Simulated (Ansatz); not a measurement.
```cif
data_structure
_symmetry_space_group_name_H-M 'P 1'
_symmetry_Int_Tables_number 1
_cell_length_a 3.8456
_cell_length_b 5.4385
_cell_length_c 24.6139
_cell_angle_alpha 90.000
_cell_angle_beta 90.000
_cell_angle_gamma 90.000
_cell_volume 514.77
loop_
_atom_site_label
_atom_site_type_symbol
_atom_site_fract_x
_atom_site_fract_y
_atom_site_fract_z
_atom_site_occupancy
Ga1 Ga 0.50000 0.50000 0.30471 1
P1 P 0.00000 0.25000 0.30471 1
Ga2 Ga 0.00000 0.00000 0.38282 1
P2 P 0.50000 0.75000 0.38282 1
Ga3 Ga 0.50000 0.50000 0.46094 1
P3 P 0.00000 0.25000 0.46094 1
Ga4 Ga 0.00000 0.00000 0.53906 1
P4 P 0.50000 0.75000 0.53906 1
Ga5 Ga 0.50000 0.50000 0.61718 1
P5 P 0.00000 0.25000 0.61718 1
Ga6 Ga 0.00000 0.00000 0.69529 1
P6 P 0.50000 0.75000 0.69529 1
```

Not relaxed (largest force 1.9 eV/Å).

Theory: DFT PBEsol, scalar-relativistic, plane waves, PAW (Ansatz).

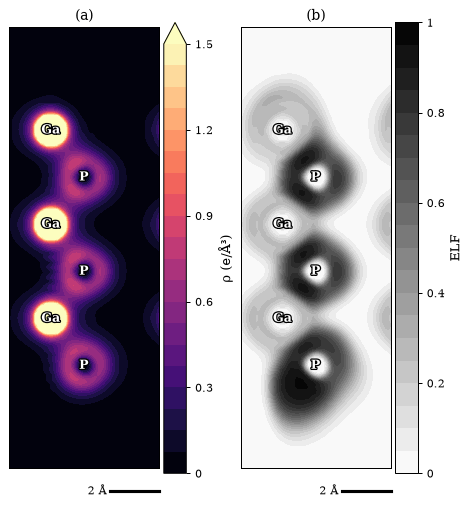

GaP (slab). (a) valence pseudo-density; (b) ELF on the (100) plane of the calculation cell, a cut from vacuum to vacuum.

Q: Read the bonding off the picture.

A:
- The plane passes through P and Ga nuclei.
- Ga–P (2.35 Å): the density is about 0.52 e/Å³ at the midpoint; the ELF peaks at about 0.85 in the valence shell of P, 0.9 Å from its nucleus, and is about 0.70 at the midpoint.
- The density dies away to nearly zero in the vacuum.
- The ELF also peaks beside P, away from the bonds: lone-pair regions.
